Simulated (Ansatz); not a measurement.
```
Al Co
1.0
     3.52932    0.00000    0.00000
     0.00000    3.52932    0.00000
     0.00000    0.00000    3.52932
Al Co
1 3
Direct
  0.00000 0.00000 0.00000
  0.50000 0.50000 0.00000
  0.50000 0.00000 0.50000
  0.00000 0.50000 0.50000
```

Space group Pm-3m; a structure from a database of computed crystals, not necessarily the ambient phase; spin-polarised.

Method: Ansatz 0.2.0, DFT PBEsol, scalar-relativistic, plane waves, PAW.

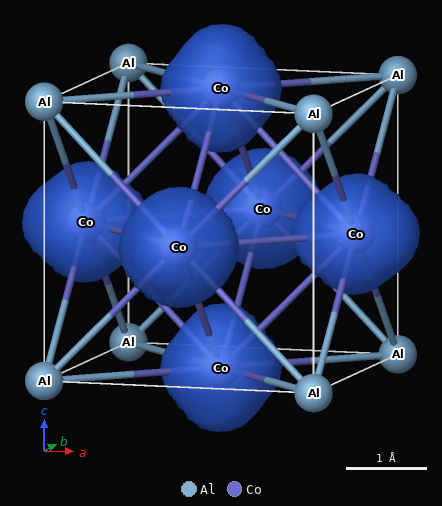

AlCo₃. Isosurface of the spin density (up minus down) at +0.15 e/Å³ (blue), seen slightly off an axis. Sticks mark near contacts.

In a PAW calculation such maps are meaningful between the atoms, not at the nuclei.

Question: Where is the spin, and how is it ordered?

Answer: The spin density sits on Co: +1.3 μB (×3) in one cell of 4 atoms, with smaller moments on other sites: Al (up to −0.05 μB): parallel main moments (a ferromagnetic arrangement) in this solution. The cell of the calculation (4 atoms) carries 3.8 μB of net spin moment.
